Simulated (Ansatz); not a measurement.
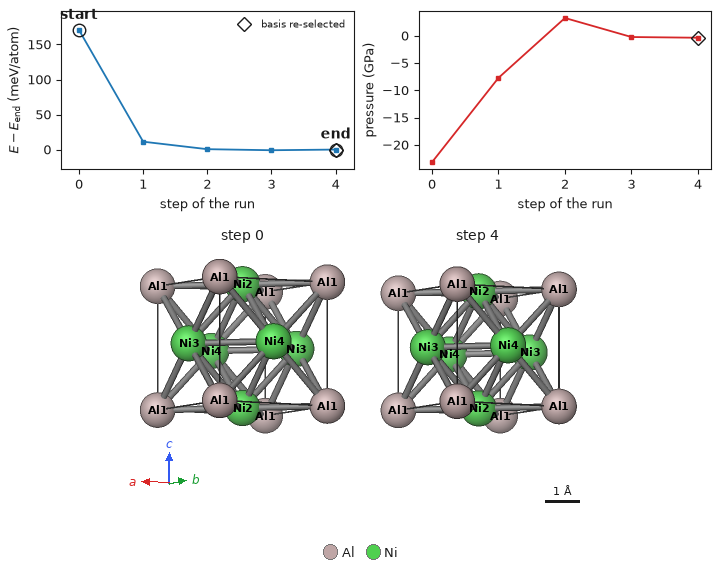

First and last geometry of a relaxation of a crystal of AlNi$_{3}$ (a generated structure, set up in Pm-3m) (coarse preliminary run), with the history of the run. Style: ball-and-stick. Shown: the cell of the calculation, from a free direction.

Case: In → Al, Pt → Ni on all its sites, cell and atoms relaxed.

Method: Ansatz, DFT r2SCAN, scalar-relativistic, plane waves, PAW. Settings: plane-wave cutoff 500 eV; k-point mesh 6 × 6 × 6; occupations gaussian; smearing width 0.1 eV; collinear spin; cell and atoms relaxed; force threshold 0.05 eV/Å; at most 60 steps.

**What do the curves and the structures tell?**

It converged. After 3 accepted moves (4 points after the start) the energy has fallen by 171 meV per atom. All forces vanish by symmetry, so only the cell relaxes. Pressure: −23.19 GPa at the start and −0.37 GPa at the end. The SCF was repeated once at an unchanged geometry on a basis and grid sized afresh for the cell, which shifted the energy by 1.0 meV per atom at most. The atoms keep their places relative to the cell (all moves are under 0.005 Å). The volume changes by −15.4 %, with a = b = c 3.730 → 3.528 Å (−5.4 %). Near-neighbour distances that change, for instance: Ni2–Ni3 2.638 → 2.495 Å, Al1–Ni2 2.638 → 2.495 Å. The space group stays Pm-3m (No. 221). Cost: 95 s on 1 thread of Arm Neoverse V1, with other jobs on the host, peak memory 0.5 GiB.

```tsv
step	E − E(0), meV/atom	pressure, GPa	volume, Å³/atom	note
0	0.00	-23.19	12.974	
1	-159.45	-7.73	11.438	
2	-170.15	3.25	10.799	
3	-171.65	-0.24	10.981	
4	-170.69	-0.37	10.981	same geometry, new basis
```
